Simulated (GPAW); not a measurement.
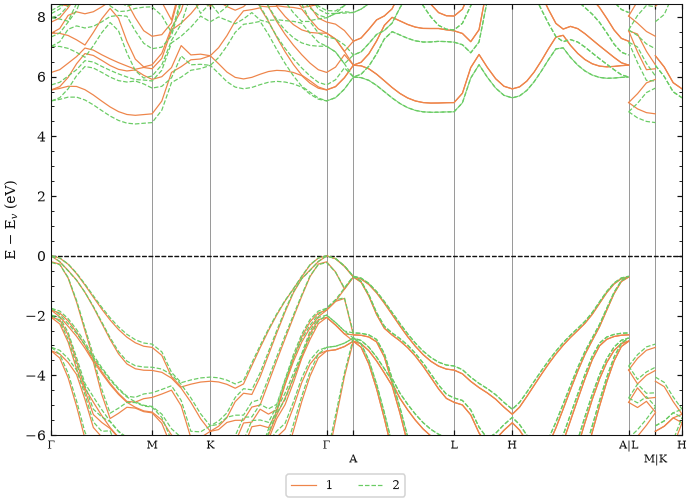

Band structures of C, space group P6_3/mmc (No. 194), 8 atoms in the cell (a = 2.522 Å, c = 8.237 Å (hexagonal axes)), by two methods on the same cell. Each is counted from its own valence-band top.

### Which curve is which? The methods: OLYP, r4SCAN.

1 is r4SCAN; 2 is OLYP. r4SCAN gives a gap of 4.70 eV along the path and OLYP gives a gap of 4.41 eV along the path.

Settings. r4SCAN: GPAW PAW data sets (gpaw-data 1.2.1), no spin polarisation, no spin-orbit coupling, 7×7×2 k mesh, 800 eV cutoff, Fermi-Dirac smearing of 0.05 eV (GPAW). OLYP: PAW data sets generated in the run's folder for this functional, no spin polarisation, no spin-orbit coupling, 7×7×2 k mesh, 800 eV cutoff, Fermi-Dirac smearing of 0.05 eV (GPAW 26.7.0).

The cell is at −2 GPa in OLYP and −4 GPa in r4SCAN. The k mesh is coarse. LDA, GGA and most meta-GGA functionals understate gaps. This is a hexagonal form of diamond, not graphite. r4SCAN: the PAW data sets were made with another functional.
